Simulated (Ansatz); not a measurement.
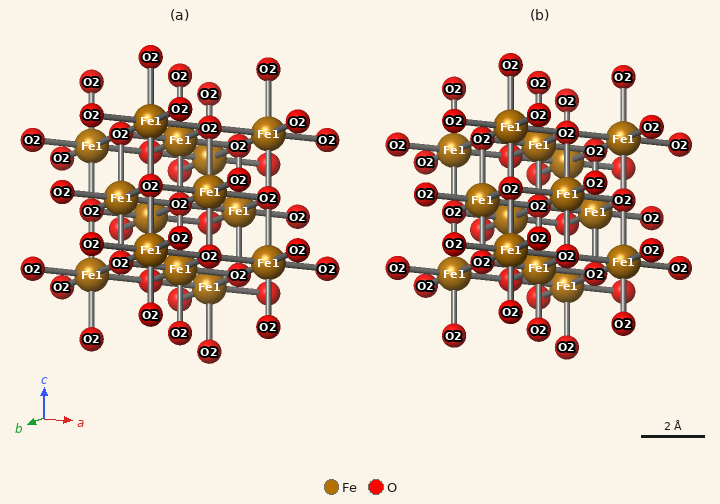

Left: crystalline FeO (set up in Fm-3m). Right: the same structure after one change, at the same scale. A ball-and-stick model of the conventional cell (4 times the calculation's cell), seen from a free direction. Lengths and directions refer to the drawn axes.

These are results of DFT PBEsol, scalar-relativistic, plane waves, PAW (Ansatz), not measurements. Settings: plane-wave cutoff 420 eV; k-point mesh 18 × 18 × 18; occupations gaussian; smearing width 0.1 eV; collinear spin.

> Which change leads from the left to the right?

All lengths are scaled by −4.2 % (volume −12.0 %), the atoms keeping their fractional coordinates. No relaxation follows.

> How do the computed properties respond?

Energy change: +101 meV per atom. Pressure: 0.0 GPa before, 29.0 GPa after. All forces vanish by symmetry. The absolute magnetisation per cell goes from 4.01 to 3.68 μB (net moment 4.00 and 3.68 μB). Near-neighbour distances before and after: Fe–O 2.123 → 2.034 Å. The space group stays Fm-3m (No. 225).
